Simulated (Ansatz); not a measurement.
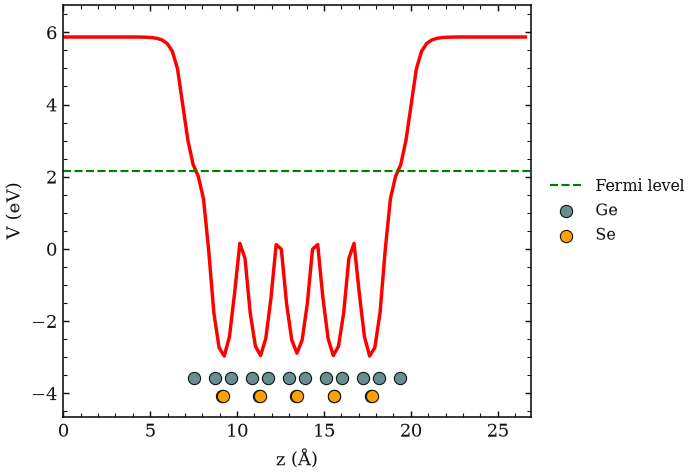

Plane-averaged electrostatic potential energy of an electron across the slab; circles at the bottom mark the heights of the atoms. System: a (001) slab cut from GeSe (Pnma), unrelaxed, of composition Ge₆Se₅ (not the bulk's), ended by Ge planes, 22 atoms in the cell. Method: DFT PBEsol, scalar-relativistic, plane waves, PAW, no spin polarisation, 9×4×1 k mesh, 420 eV cutoff, Gaussian smearing of 0.05 eV (Ansatz).

The work function is 3.72 eV, the same on both faces. The two vacuum levels agree, so the slab has no net dipole along its normal. The outermost atoms are 11.9 Å apart, which leaves 15.0 Å of vacuum in a cell 26.9 Å high.

The atoms aren't at rest in this cell (largest force 0.9 eV/Å), so the relaxed material can differ.
